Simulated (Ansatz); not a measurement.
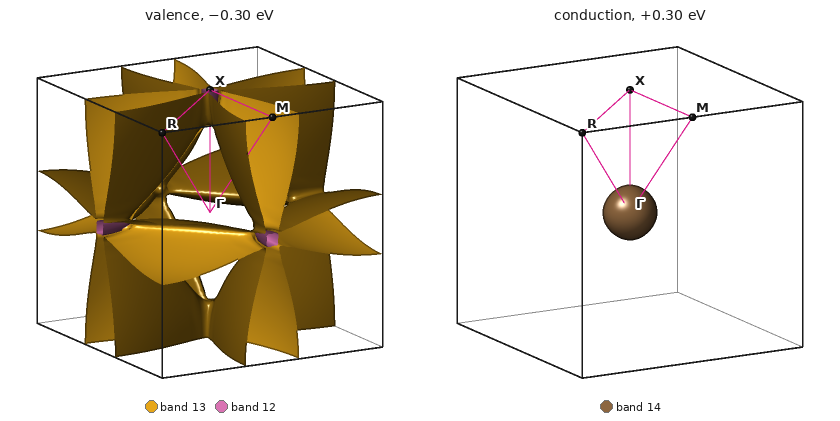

KI in space group Pm-3m: constant-energy surfaces at both band edges (energies from each edge).

Method: DFT PBE, scalar-relativistic, plane waves, PAW; levels and slopes on a dense k mesh at the converged density (Ansatz 0.2.0). No spin polarisation. k mesh for the levels: 28×28×28. The geometry was not relaxed. The cell comes from a database of computed structures, not from a measurement.

Masses come from a second pass at points close to the extrema; at the energies drawn a band may no longer be parabolic.

Q: Is the gap direct or indirect, and how large does the calculation make it?

A: The gap is indirect, 3.33 eV at this level of theory (semilocal functionals give gaps that are too small, and can reorder valleys that lie close).

Q: Give the valleys and their effective masses.

A: Valence band (extrema up to 0.30 eV from the edge): three equivalent maxima at M, principal masses 0.35, 2.63 and 2.63 mₑ. Band 13 forms the valence edge; band 12 begins 0.29 eV lower (at X).
Conduction band (extrema up to 0.30 eV from the edge): one minimum at Γ, mass 0.29 mₑ in all directions. Band 14 forms the conduction edge.

Where one band's surface lies inside another's, the outer one hides all or part of it.

Spin-orbit coupling, left out here, can change the gap, its kind, the place of the band edges and the masses, since the compound holds I.

Cost: 36 s on 1 thread of Arm Neoverse V2, on a shared host, peak memory 0.68 GiB.
